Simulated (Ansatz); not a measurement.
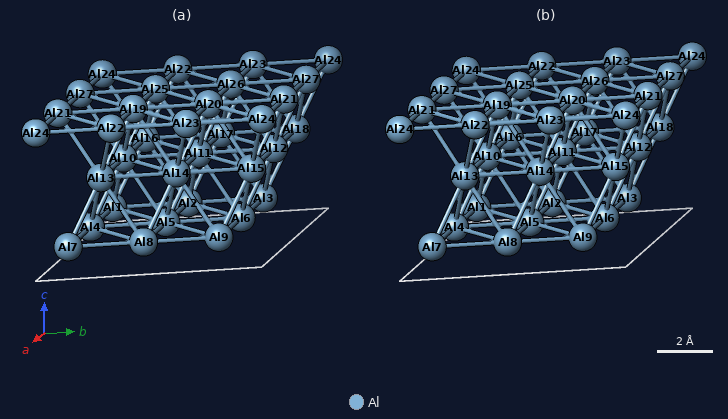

The structure of a slab of composition Al (cut from the Fm-3m phase) before (left) and after (right) a constrained relaxation, at one scale.

Style: ball-and-stick. Shown: the cell of the calculation, outlined in the plane, without the vacuum, slightly off an axis.

Case: clean slab, lower planes held. The slab is the (1 1 1) face of Al. 9 atoms are held fixed.

Theory: DFT PBE+D3(BJ), scalar-relativistic, plane waves, PAW (Ansatz). Settings: plane-wave cutoff 420 eV; k-point mesh 3 × 3 × 1; occupations gaussian; smearing width 0.1 eV; no spin polarisation; dipole correction; atoms relaxed in a fixed cell; force threshold 0.03 eV/Å; at most 70 steps.

What changed between the two?

Over 1 accepted move (2 points after the start) the energy falls by 0.119 eV per cell of the calculation. The largest force component goes from 0.18 to 0.017 eV/Å. 1 step only repeated the SCF at the same geometry. The largest moves, 0.13 Å, are those of 9 atoms (Al19, Al20, Al21, Al22 and others). Al22 goes along the normal (+c). The cell doesn't change. Near-neighbour distances that change, for instance: Al10–Al19 2.816 → 2.871 Å.
